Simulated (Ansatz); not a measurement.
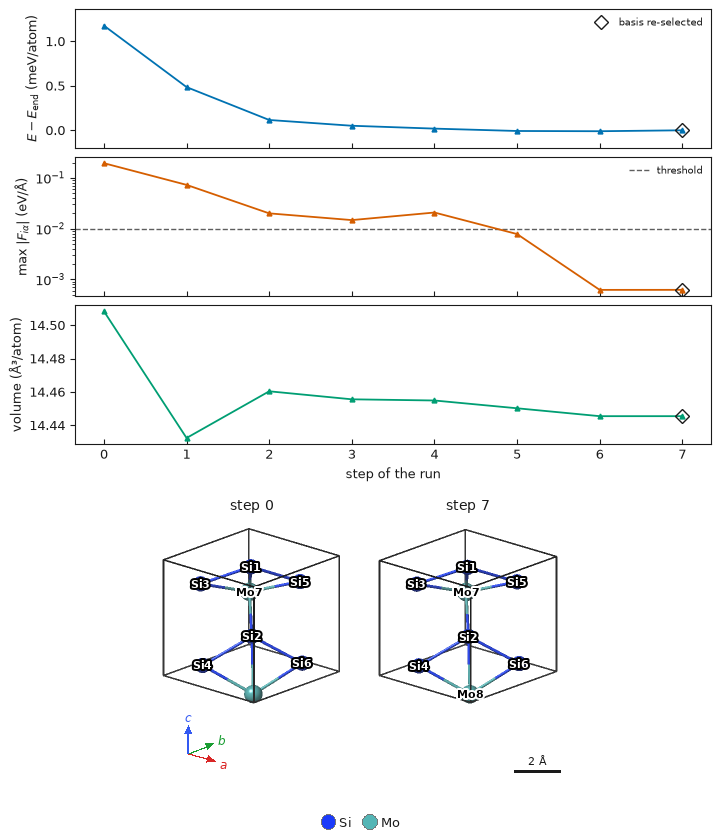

First and last geometry of a relaxation of a crystal of Si$_{3}$Mo (a generated structure, set up in Cmc2_1), with the history of the run. A ball-and-stick model of the cell of the calculation, seen from a free direction.

All numbers below come from Ansatz 0.2.0, DFT PBE, scalar-relativistic, plane waves, PAW. (plane-wave cutoff 420 eV; k-point mesh 10 × 10 × 6; occupations gaussian; smearing width 0.1 eV; no spin polarisation; cell and atoms relaxed; force threshold 0.01 eV/Å; at most 80 steps)

Read the history and describe the run.

It converged. The energy falls by 1.2 meV per atom in 6 accepted moves (7 points after the start). Largest force component: 0.19 eV/Å at the start, 0.00063 eV/Å at the end. Pressure: −0.10 GPa at the start and 0.02 GPa at the end. At 1 point the geometry stayed and the basis and grid were re-selected for the new cell (energy shift of less than 0.05 meV per atom at most each time). The largest moves relative to the cell, 0.027 Å, are those of Si3, Si4, Si5 and Si6. Si5 goes roughly along [−1 1 0]. Largest moves by element: Si 0.027 Å, Mo 0.019 Å. The drawn cell changes as follows: a = b 4.628 → 4.644 Å (+0.3 %), c 5.938 → 5.899 Å (−0.7 %), γ 65.9° → 65.3°; the volume changes by −0.4 %. Near-neighbour distances that change, for instance: Si1–Mo8 2.734 → 2.699 Å, Si1–Si3 2.526 → 2.544 Å, Si3–Si5 2.568 → 2.559 Å, Si1–Mo8 (another image) 2.574 → 2.583 Å. The space group stays Cmc2_1 (No. 36). Cost: 6.8 min on 1 thread of Intel(R) Xeon(R) Processor @ 2.70GHz, on a shared host, peak memory 0.66 GiB.
